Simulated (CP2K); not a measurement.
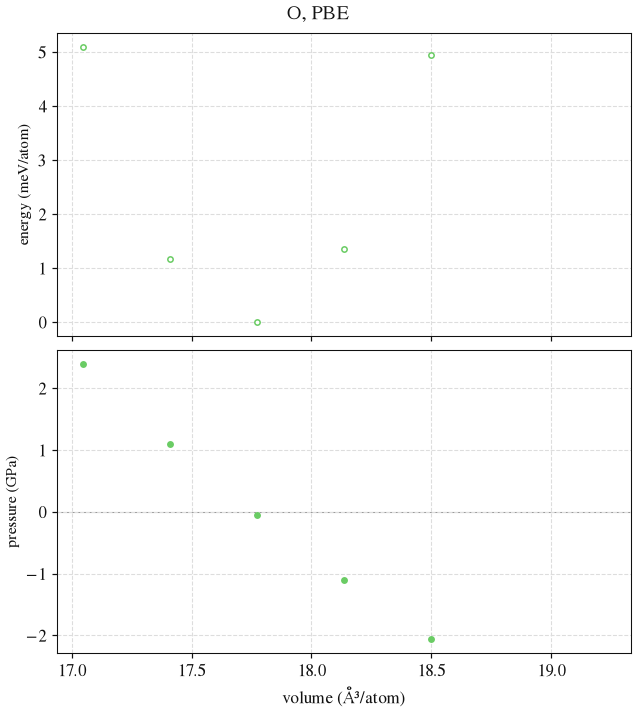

The plot gives the computed energy and pressure against volume for O, space group R-3m (No. 166).

Cell as given: a = 4.203 Å, b = 4.203 Å, c = 4.203 Å, α = 46.97°, β = 46.97°, γ = 46.97°; 2 atoms.

Calculation (CP2K 2026.2): DFT in Gaussian orbitals with a plane-wave density, no spin polarisation; energies at scaled volumes of the given cell, shape and fractions fixed, counted from the fit's minimum, third-order Birch-Murnaghan fit. Level: PBE.

- k mesh: 9×9×9
- occupations: Fermi–Dirac
- smearing width: 0.05 eV
- potentials: GTH PBE with UZH TZVP basis
- density cutoff: 8163 eV
- program settings: ngrids 5, basis sets O TZVP-MOLOPT-PBE-GTH-q6, cutoff ry 600 Ry, rel cutoff ry 60 Ry

The points at volume 18.86 Å³/atom and 19.22 Å³/atom are left out of the plot. What values does the calculation give there?

```
volume (Å³/atom)  energy (meV/atom)  pressure (GPa)
           18.86              10.59           -2.91
           19.22              18.06           -3.68
```

Caveats: spin is off for a triplet molecule; shape and atomic fractions are frozen while scaling, which makes layered, chain and framework solids too stiff.
